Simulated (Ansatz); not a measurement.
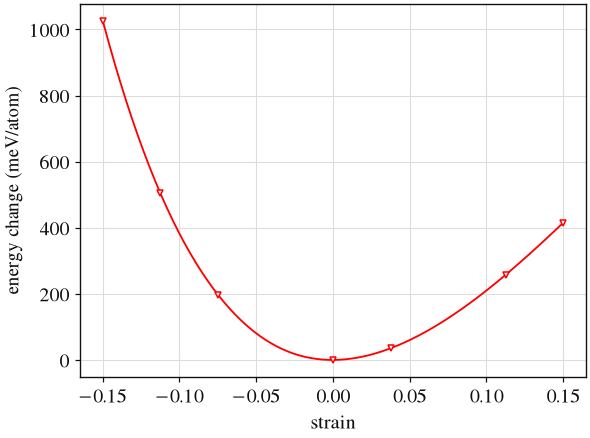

The figure shows the energy change against strain for AlNi₃, space group Pm-3m (No. 221).

Structure:
```xyz
4
Lattice="3.5667 0.0000 0.0000 0.0000 3.5667 0.0000 0.0000 0.0000 3.5667" Properties=species:S:1:pos:R:3 pbc="T T T"
Al    0.0000    0.0000    0.0000
Ni    0.0000    1.7833    1.7833
Ni    1.7833    0.0000    1.7833
Ni    1.7833    1.7833    0.0000
```

Computed with Ansatz 0.2.0: homogeneous strain of a crystal along one Voigt pattern with engineering shear, fractional coordinates fixed, by plane-wave density functional theory with PAW datasets, free energies less that of the undisturbed cell, pressure positive in compression; scalar-relativistic. Level: PBE, collinear spin.

- wave cutoff: 420 eV
- k mesh: 14×14×14
- occupations: Gaussian
- smearing width: 0.15 eV
- k shift: (0, 0, 0) (mesh steps)
- start: relaxed
- strain pattern: (1, 1, 0, 0, 0, 0) (xx yy zz yz xz xy with engineering shear)

From this curve and the settings, what does the calculation give for the tensile stress summed over the strain pattern, pressure and total moment at the same points?

The tensile stress summed over the strain pattern rises from −290 GPa at strain −0.1500 to 55 GPa at 0.1500, and changes sign near 0.000. The pressure falls from 127 GPa at strain −0.1500 to −26 GPa at 0.1500, and changes sign near 0.000. The total moment rises from 0.000 μB/cell at strain −0.1500 to 0.729 μB/cell at 0.1500; the moment is lost at −0.1500 and −0.1125.

```tsv
strain	tensile stress summed over the strain pattern (GPa)	pressure (GPa)	total moment (μB/cell)
-0.1500	-290	127	0.000
-0.1125	-171	76	0.000
-0.0750	-90	41	0.299
0.0000	0	0	0.692
0.0375	24	-11	0.724
0.1125	49	-23	0.728
0.1500	55	-26	0.729
```

Keep in mind: state may not be the lowest.
